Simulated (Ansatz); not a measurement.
## Electronic structure of Hf$_{16}$HO$_{32}$ (cell with a defect) in real space

Hf$_{16}$HO$_{32}$ (cell with a defect), 49 atoms, a = 8.93 Å, b = 8.93 Å, c = 8.93 Å, α = 107.72°, β = 110.35°, γ = 110.35°.

Spin-polarised.

The calculation used DFT PBE, scalar-relativistic, plane waves, PAW (Ansatz 0.2.0).

In a PAW calculation such maps are meaningful between the atoms, not at the nuclei.

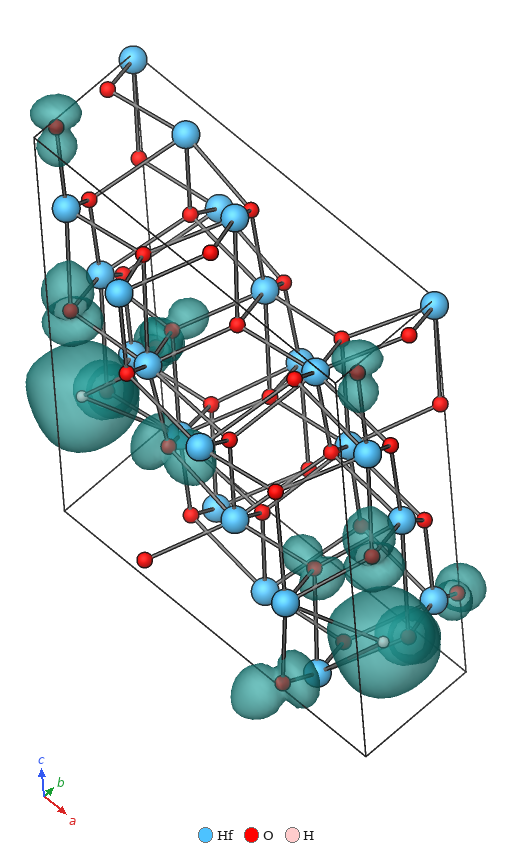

Figure 1. Isosurface of the spin density at +0.01 e/Å³ (teal), seen slightly off an axis. Sticks mark near contacts.

Where is the spin, and how is it ordered?

The spin density sits on H: +0.5 μB in one cell of 49 atoms, with smaller moments on other sites: O (up to +0.06 μB): with much of the spin spread outside that site. The cell of the calculation (49 atoms) carries 1.0 μB of net spin moment.

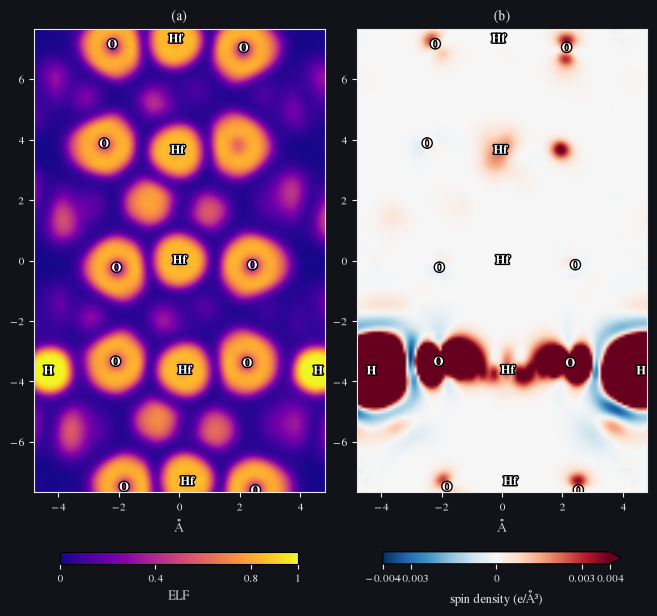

Figure 2. (a) electron localisation function; (b) spin density (up minus down) on the (101) plane of the calculation cell.

Describe what can be read from this map.

Atoms in the plane: Hf, O and H. Atoms just off the plane (O, 0.3 Å away) can leave unmarked features too. Hf–O (2.09 Å): the ELF peaks at about 0.85 in the valence shell of O, 0.6 Å from its nucleus, and drops to about 0.20 between the two atoms; no localised pair shows between them. Hf–O (2.29 Å): the ELF peaks at about 0.85 in the valence shell of O, 0.7 Å from its nucleus, and drops to about 0.10 between the two atoms (no localised pair shows between them). The features right at Hf lie inside the PAW spheres, where the map follows smoothed inner orbitals and isn't to be read closely.

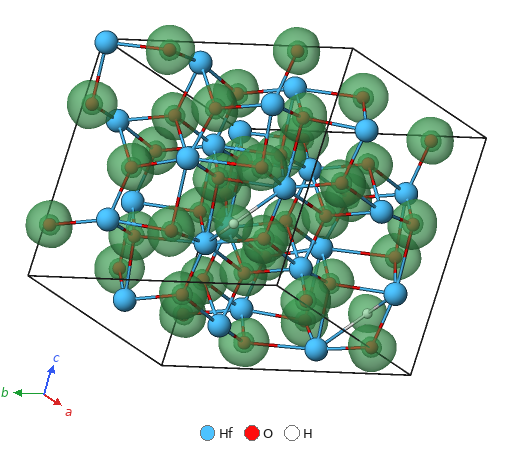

Figure 3. Isosurface of the electron localisation function at 0.7 (green), seen at an oblique angle. Core shells and regions of very low density are left out. Sticks mark near contacts.

Where are the electrons localised?

The surface consists of one region around a hydrogen nucleus and 32 regions wrapped around O (the valence shell of each), counted in one cell of 49 atoms. Any copies at cell faces, edges or corners count once. Profiles from the grid: Hf–O (2.05 Å): the ELF peaks at about 0.85 in the valence shell of O, 0.6 Å from its nucleus, and drops to about 0.20 between the two atoms; no localised pair shows between them. Hf–H (2.48 Å): the ELF climbs to about 1 towards the hydrogen.

Does the calculation give a band gap?

It is gapped, with a Kohn–Sham gap of 1.6 eV on the k-point mesh, an upper bound to the gap of this method.
